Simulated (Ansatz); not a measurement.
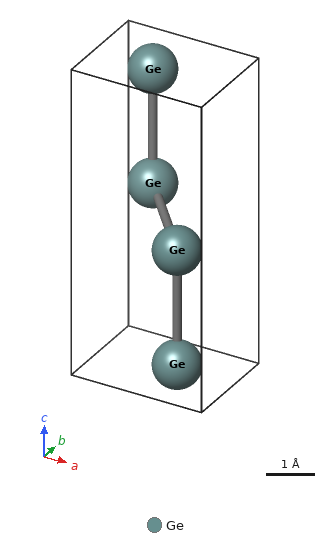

**Figure 1.** The structure (ball-and-stick view of the cell of the calculation, seen slightly off an axis). An atom can appear more than once, as a periodic image. Near neighbours in the periodic cell (some may lie outside the picture): Ge has 4 Ge at 2.45 to 2.47 Å.

# Single-point calculation of Ge

- system: Ge (Cmcm, 4 atoms in the cell)
- method: DFT r2SCAN, scalar-relativistic, plane waves, PAW, no spin polarisation (Ansatz 0.2.0)

The structure derives from a Materials Project entry. It belongs to a series of runs on one base structure; here: strain +0.0050 x Voigt [0, 1, 0, 0, 0, 0], atoms carried along.

**Log**
```
Engine: ansatz 0.2.0, aarch64-unknown-linux-gnu
Pseudopotentials: kind: paw
Pseudopotential: Ge, paw, valence charge 14, recommended cutoff 500 eV (meta_gga), Ge.paw.azcp
Functional definition: r2SCAN
  parameter k0 = 0.174
  parameter k1 = 0.065
  parameter a1 = 4.9479
  exchange = r2scan_x(k0 = k0, k1 = k1, a1 = a1)
  correlation = r2scan_c
Crystal: 4 atoms, lattice volume = 91.747 Å³
Basis set: ecut = 500 eV, 2319 PW (Γ), exchange–correlation on 120×120×200 points (64 copies of the dense FFT grid, shifted against one another)
Bands: 34, of which v1, the nominal top of the filled ones, is band 28 counted from 1 (27 counted from 0)
Symmetry: 8 space group operations
Space group: Cmcm (ITA 63), of the structure as read, at distance tolerance 4.5e-5 Å
k-points: 172 of 864
Non-local potential: Ge, projectors of the file, l = 0: 2, l = 1: 2, l = 2: 3, l = 3: 1
PAW form: soft (Blöchl's): semilocal exchange-correlation on the pseudo side does not see the compensation charge
PAW frozen core: Ge, regenerated for the run's functional (the file was generated under x = pbe(κ = 0.804, μ = 0.2195149727645171), c = pbe(β = 0.06672455060314922))
PAW one-centre angular grid: Ge, 590 points (default); XC on 160 Gauss nodes
Initial density: superposition of atomic densities (neutral atoms: chi_scale 0, normalization atom), corrected by the library's trained network
Initial wavefunctions: pseudopotential atomic-orbital guess
Functional: x = r2scan, c = r2scan; τ floored in thin density (d = 2e-4 eV/Å³)
SCF iter   1: F=—  HF=-17211.537645 eV  |F-HF|=—  |Δ(HF+E_count)|=         —  Δρ=6.56e-3  dr2=1.32e-2  dr2_τ=8.71e-3  ethr=1.77e-3  ⟨swp⟩=6.3  Hψ=22559  notcnv=0  defer=2
preconditioner: auto → Kerker (q_TF=auto, 2.513 Å⁻¹)  [metal: Δε(μ)=0.017 eV  Ē_g=23.499 eV  σ=0.030 eV  W_gap=0.32  n_scr=22 (ndim 8)  ℏωp=29.0 eV  f_vac=0.075  D(μ)=0.10/eV (n_scr^D=0)]
SCF iter   2: F=—  HF=-17211.555675 eV  |F-HF|=—  |Δ(HF+E_count)|=   1.80e-2  Δρ=1.80e-3  dr2=1.25e-3  dr2_τ=5.06e-5  ethr=2.35e-5  ⟨swp⟩=2.0  Hψ=12832  notcnv=0  defer=244
preconditioner: auto → Resta (q_TF=auto, 2.513 Å⁻¹)  ε∞=2.5  [insulator: Δε(μ)=0.049 eV  Ē_g=23.346 eV  σ=0.030 eV  W_gap=0.75  n_scr=22 (ndim 8)  ℏωp=29.0 eV  f_vac=0.074  D(μ)=0.05/eV (n_scr^D=0)  ε∞_Penn≈2.5]
SCF iter   3: F=—  HF=-17211.555705 eV  |F-HF|=—  |Δ(HF+E_count)|=   3.08e-5  Δρ=1.24e-3  dr2=5.29e-4  dr2_τ=4.92e-6  ethr=2.23e-6  ⟨swp⟩=2.0  Hψ=9248  notcnv=0  defer=244
SCF iter   4: F=—  HF=-17211.555743 eV  |F-HF|=—  |Δ(HF+E_count)|=   3.74e-5  Δρ=6.25e-5  dr2=3.10e-6  dr2_τ=8.56e-8  ethr=9.44e-7  ⟨swp⟩=2.0  Hψ=6866  notcnv=0  defer=244
SCF iter   5: F=—  HF=-17211.555742 eV  |F-HF|=—  |Δ(HF+E_count)|=   7.43e-7  Δρ=1.86e-5  dr2=2.89e-7  dr2_τ=4.53e-9  ethr=5.53e-9  ⟨swp⟩=2.0  Hψ=10421  notcnv=0  defer=244
SCF iter   6: F=-17211.555742 eV  HF=-17211.555742 eV  |F-HF|=1.85e-9  |Δ(HF+E_count)|=   1.09e-7  Δρ=2.88e-6  dr2=8.73e-9  dr2_τ=1.40e-10  ethr=1.79e-10  ⟨swp⟩=12.8  Hψ=40637  notcnv=0
SCF 1 converged in 6 iterations: F = -17211.555742 eV  dr2 = 8.73e-9
  greatest PAW one-centre occupation: 0.998 electrons in one spin orbital (limit 2), on the Ge atom at site 3 (counted from 0), in its partial waves of l = 2
```

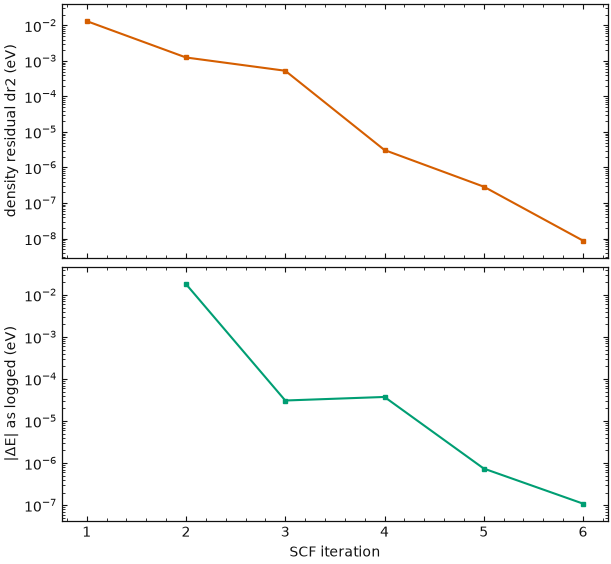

**Figure 2.** Convergence of the self-consistent field: density residual dr2 and size of the energy change against the SCF iteration. The residual falls at every step.

```
SCF converged after 6 iterations
Free energy (F): -17211.555742 eV
Harris-Foulkes:  -17211.555742 eV  (|F-HF|=1.85e-9)
Internal energy: -17211.555720 eV  (E = F + TS)
E sigma→0 (E₀):  -17211.555731 eV
Entropy (-TS):   -0.000023 eV (-0.006 meV/atom)
Fermi energy:    8.419368 eV
--- Per-component energies (eV) ---
  E_band       = -643.847279
  E_kinetic    = 443.717026
  E_local      = -9940.215083  (includes V_loc(G=0)·N_el)
  E_nonlocal   = 1679.959275
  E_hartree    = 4365.768859
  E_xc         = -276.210065
  E_vxc        = -271.352690  (∫ρ·V_xc dr)
  E_paw        = -8136.605618  (= ΣΔE_a)
  E_vpaw       = -1302.738700  (= ΣTr[D̂ρ^β])
  E_aug_tail   = 0.000064  (compensation charges beyond the density's cutoff)
  E_vtau       = 15.241403  (kinetic-family band-sum trace: ∫τ·v_τ [+ j·A + Jᵃ·Aᵃ] dr)
  E_ewald      = -5343.627113
  E_core_change = -4.343063  (= ΣΔE_core)
  E_smearing   = -0.000023  (= −TS)
  E_closure    = -0.000000  (closes the sum)
  Σ components = -17211.555742   (vs F -17211.555742, Δ=0.00e0)
--- Forces (eV/Å), atoms counted from 1 ---
  atom   1  Ge     0.00000000    -0.03397409    -0.02483770
  atom   2  Ge    -0.00000000     0.03397409    -0.02483770
  atom   3  Ge     0.00000000    -0.03397409     0.02483770
  atom   4  Ge    -0.00000000     0.03397409     0.02483770
  max |Σ_I F_I| component: 1.04e-17 eV/Å
--- Stress (GPa, compression-positive) ---
       -0.142309       0.000000       0.000000
        0.000000      -0.872376       0.000000
        0.000000       0.000000      -0.043806
  P = ⅓ Tr σ = -0.3528 GPa (-3.528 kbar)
--- Band table (eV; the first three rows and the last of 172) ---
  k-point 0: bands = ["-17.2315", "-17.2281", "-17.1924", "-17.1913", "-17.1873", "-17.1791", "-17.1630", "-17.1626", "-17.1078", "-17.1068", "-16.9786", "-16.9773", "-16.9667", "-16.9505", "-16.9495", "-16.9454", "-16.9238", "-16.9230", "-16.8980", "-16.8946", "-5.0027", "-2.8595", "0.3998", "6.6936", "6.7138", "8.0890", "8.3761", "8.3938", "8.4428", "8.6220", "10.6589", "10.7034", "11.2128", "13.0607"]
  k-point 1: bands = ["-17.2295", "-17.2261", "-17.1959", "-17.1922", "-17.1912", "-17.1797", "-17.1577", "-17.1575", "-17.1115", "-17.1106", "-16.9758", "-16.9747", "-16.9660", "-16.9519", "-16.9505", "-16.9473", "-16.9217", "-16.9216", "-16.8997", "-16.8964", "-4.9151", "-3.1385", "0.8563", "6.6244", "6.7718", "6.7913", "8.1896", "8.2080", "8.5341", "9.7174", "10.8474", "10.8923", "11.3340", "12.8601"]
  k-point 2: bands = ["-17.2238", "-17.2203", "-17.2053", "-17.2018", "-17.1881", "-17.1814", "-17.1467", "-17.1465", "-17.1212", "-17.1205", "-16.9687", "-16.9682", "-16.9638", "-16.9555", "-16.9541", "-16.9525", "-16.9174", "-16.9159", "-16.9045", "-16.9014", "-4.6557", "-3.6961", "1.9415", "4.9356", "6.9972", "7.0172", "7.7814", "7.8007", "8.8027", "9.7092", "11.2856", "11.3320", "12.3845", "12.4350"]
  k-point 171: bands = ["-17.2391", "-17.2391", "-17.2235", "-17.2235", "-17.1598", "-17.1598", "-17.0975", "-17.0975", "-17.0777", "-17.0777", "-17.0277", "-17.0277", "-16.9912", "-16.9912", "-16.9690", "-16.9690", "-16.9005", "-16.9005", "-16.8798", "-16.8798", "-2.3601", "-2.3601", "0.5211", "0.5211", "4.3969", "4.3969", "5.8902", "5.8902", "10.0657", "10.0657", "12.8176", "12.8176", "13.3301", "13.3301"]
```

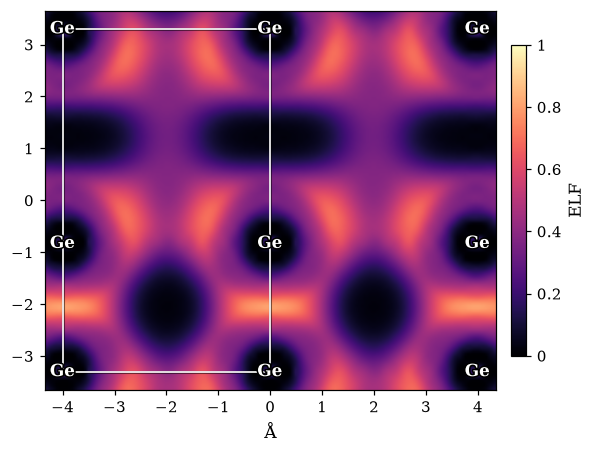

**Figure 3.** Electron localisation function on the (010) plane of the conventional cell. Atoms in the plane: Ge. Ge–Ge (2.47 Å): the ELF peaks at about 0.80 between the atoms, which marks a shared electron pair. Core electrons are frozen (PAW), so the fields are smoothed inside the atomic spheres.

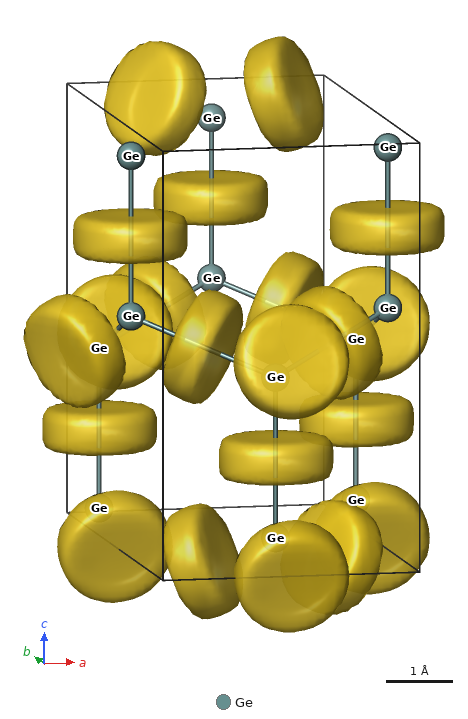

**Figure 4.** Isosurface of the ELF at 0.55 (yellow), seen slightly off an axis. Core shells and regions of very low density are left out. Sticks mark near contacts. The outline is the cell set on symmetry axes. The ELF exceeds this value in 16 regions between bonded Ge–Ge atoms (shared pairs), counted in one cell of 8 atoms.

The run was set up as follows.

**Input file**
```yaml
crystal:
  lattice:
    - [3.9956487021, 0.0, 0.0]
    - [-1.9978243511, 3.477634947, 0.0]
    - [0.0, 0.0, 6.602710985]
  atoms:
    - { symbol: Ge, position: [0.6666666667, 0.3333333333, 0.0629814343] }
    - { symbol: Ge, position: [0.3333333333, 0.6666666667, 0.5629814343] }
    - { symbol: Ge, position: [0.6666666667, 0.3333333333, 0.4370185657] }
    - { symbol: Ge, position: [0.3333333333, 0.6666666667, 0.9370185657] }
basis:
  ecutwfc: 500
kpoints:
  mp_grid: { grid: [12, 12, 6] }
hamiltonian:
  xc: r2scan
scf:
  occupations: { method: gaussian, width: 0.03 }
output:
  forces: true
  stress: true
  eigenvalues: true
  write_density: true
  write_potential: true
  elf: true
  volumetric_format: npy
```

Launch command:
```bash
ansatz run input.yaml --threads 1 --pin off --max-ram 2560MiB --backend cpu --events-out ev --progress --plain --runs-dir out
```

**Summary**

```tsv
quantity	value
outcome	converged
space group (tolerance 0.01 Å)	Cmcm (63)
electrons treated	56
free energy	−17211.5557 eV
Fermi energy	8.419 eV
gap on the k-point mesh	0.05 eV
pressure	−0.35 GPa
largest force (length of the vector)	0.042 eV/Å
hardware	1 thread of Arm Neoverse V1, 24 GiB of memory available, shared host
wall time	83 s
peak memory	0.84 GiB
```
